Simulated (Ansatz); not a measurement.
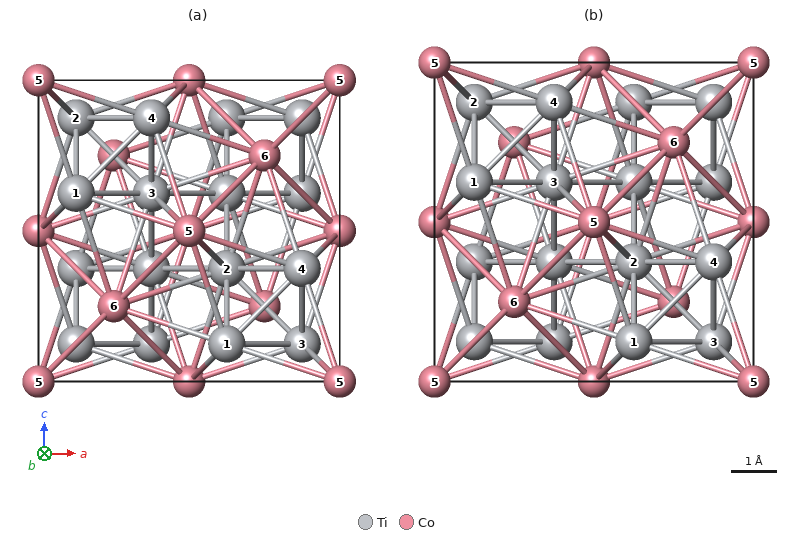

The structure of solid Ti₂Co (set up in Fd-3m) (coarse preliminary run) before (left) and after (right) a relaxation, at one scale.

A ball-and-stick model of the conventional cell (4 times the calculation's cell), seen along the b axis. Lengths and directions refer to the drawn axes.

All numbers below come from DFT r2SCAN, scalar-relativistic, plane waves, PAW in Ansatz. (plane-wave cutoff 500 eV; k-point mesh 6 × 6 × 6; occupations gaussian; smearing width 0.1 eV; collinear spin; cell and atoms relaxed; force threshold 0.05 eV/Å; at most 80 steps)

> Describe what moved and what it gained.

The energy falls by 0.968 eV per cell of the calculation in 3 accepted moves (4 points after the start). All forces vanish by symmetry, so only the cell relaxes. Pressure: 24.61 GPa at the start and 0.17 GPa at the end. The SCF was repeated once at an unchanged geometry on a basis and grid sized afresh for the cell, which shifted the energy by 13.9 meV per cell of the calculation at most. No atom moves by more than 0.005 Å relative to the cell. The volume changes by +18.6 %, with a = b = c 6.730 → 7.125 Å (+5.9 %). Some distances before and after: Co5–Co6 2.914 → 3.085 Å, Ti1–Co5 2.790 → 2.954 Å, Ti1–Ti2 2.379 → 2.519 Å. The space group stays Fd-3m (No. 227). The run took 2.6 min on 2 threads of Intel(R) Xeon(R) Processor @ 2.50GHz (Skylake/Cascade Lake) (shared host), peak memory 0.85 GiB.
